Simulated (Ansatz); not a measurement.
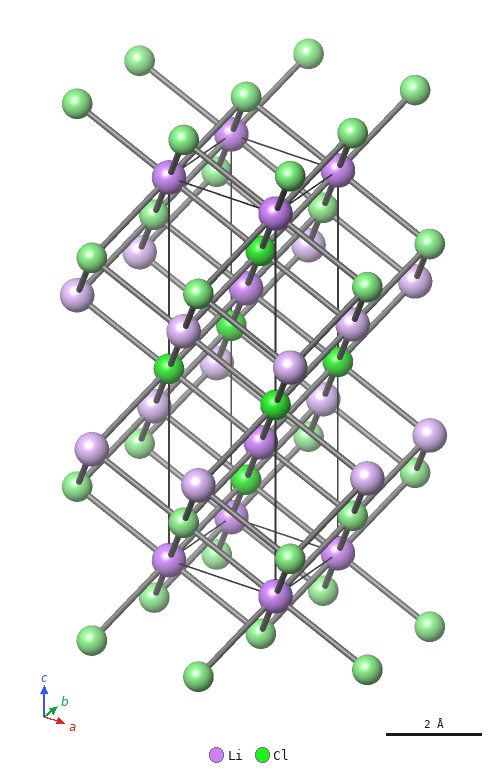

We look at a ball-and-stick model of the crystal slightly off an axis. One conventional unit cell is outlined, and atoms on its boundary appear in each equivalent place. Bonded atoms from the next cells complete the picture, in fainter colours.

LiCl, space group R-3m (No. 166), a = 3.615 Å, b = 3.615 Å, c = 8.412 Å, α = 90.00°, β = 90.00°, γ = 120.00°. Its origin is a structure type filled with these elements by a generator (whether the compound takes this form wasn't checked). The cell was then strained or its atoms displaced on purpose. It was run through Ansatz as a DFT input.

This one geometry was computed with Ansatz (DFT, plane waves, PAW) at three levels of theory: PBE, HSE06 and r2SCAN. It was relaxed with r2SCAN and then strained.

Q: How does the band gap change with the level of theory?

A: PBE: a gap of 6.33 eV, indirect; r2SCAN: a gap of 7.09 eV, indirect; HSE06: a gap of 7.69 eV, indirect.

Q: Collect the results in a table.

A:
| level | cutoff (eV) | k-mesh of the run's cell | gap (eV) | pressure (GPa) |
| --- | --- | --- | --- | --- |
| PBE | 420 | 8×8×8 | 6.33 | 2.8 |
| HSE06 | 420 | 6×6×6 | 7.69 | 2.0 |
| r2SCAN | 500 | 8×8×8 | 7.09 | 2.0 |

Gaps are taken on the k-mesh or band path of each run.
